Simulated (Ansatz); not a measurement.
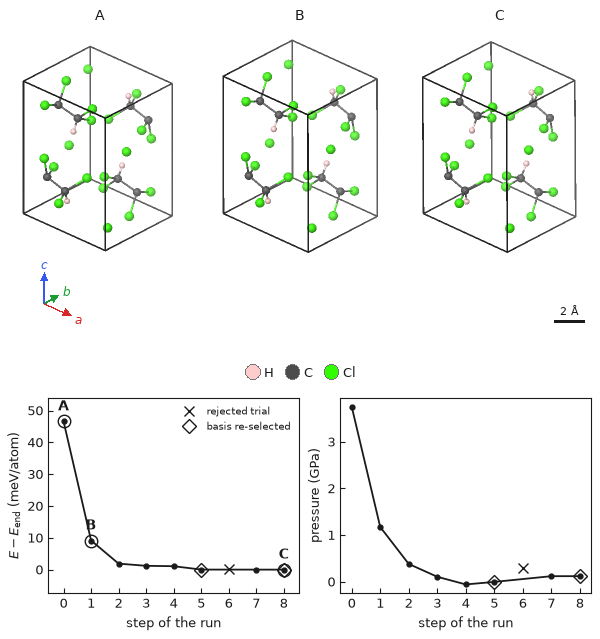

Frames of a relaxation of crystalline HC$_{2}$Cl$_{5}$ (set up in P2_1/c) (coarse preliminary run), marked on the history of the run. Style: ball-and-stick. Shown: the cell of the calculation, slightly off an axis.

All numbers below come from Ansatz, DFT PBE+D3(BJ), scalar-relativistic, plane waves, PAW. Set-up: plane-wave cutoff 420 eV; k-point mesh 4 × 2 × 2; occupations gaussian; smearing width 0.1 eV; no spin polarisation; cell and atoms relaxed; force threshold 0.05 eV/Å; at most 70 steps.

What happens along the run?

Answer. Over 5 accepted moves (8 points after the start) the energy falls by 46.6 meV per atom. The largest force component goes from 4.3 to 0.023 eV/Å. Pressure: 3.75 GPa at the start and 0.12 GPa at the end. The line search rejected the trial step at point 6 of the run. The SCF was repeated twice at an unchanged geometry on a basis and grid sized afresh for the cell, which shifted the energy by 1.1 meV per atom at most. The largest moves relative to the cell, 0.16 Å, are those of H atoms. By element the largest moves are H 0.16 Å, Cl 0.08 Å, C 0.07 Å. Cell: a 6.379 → 6.550 Å (+2.7 %), b 11.220 → 11.486 Å (+2.4 %), c 9.213 → 9.476 Å (+2.8 %), β 108.3° → 109.0°. Volume +7.6 %. Among the contacts that change: C–H 0.981 → 1.095 Å, C–C 1.612 → 1.551 Å, C–Cl 1.749 → 1.786 Å, C–Cl 1.758 → 1.774 Å. Bond angles that change, for instance: C–C–Cl 108.3° → 111.5°. The space group stays P2_1/c (No. 14). From step 0 to 1: Cl atoms move most (0.10 Å), volume +11.1 %, energy −37.4 meV per atom. From step 1 to 8: H atoms move most (0.07 Å), volume −3.1 %, energy −9.1 meV per atom.

```csv
step,"E − E(0), meV/atom","largest force component, eV/Å","pressure, GPa","volume, Å³/atom",note
0,0.00,4.2558,3.75,19.568,
1,-37.42,0.9857,1.17,21.732,
2,-44.68,0.4139,0.38,20.920,
3,-45.37,0.1208,0.11,21.046,
4,-45.49,0.0464,-0.06,21.060,
5,-46.55,0.0512,0.00,21.060,"same geometry, new basis"
6,-46.47,0.0906,0.30,21.060,rejected
7,-46.56,0.0226,0.12,21.060,
8,-46.56,0.0226,0.12,21.060,"same geometry, new basis"
```
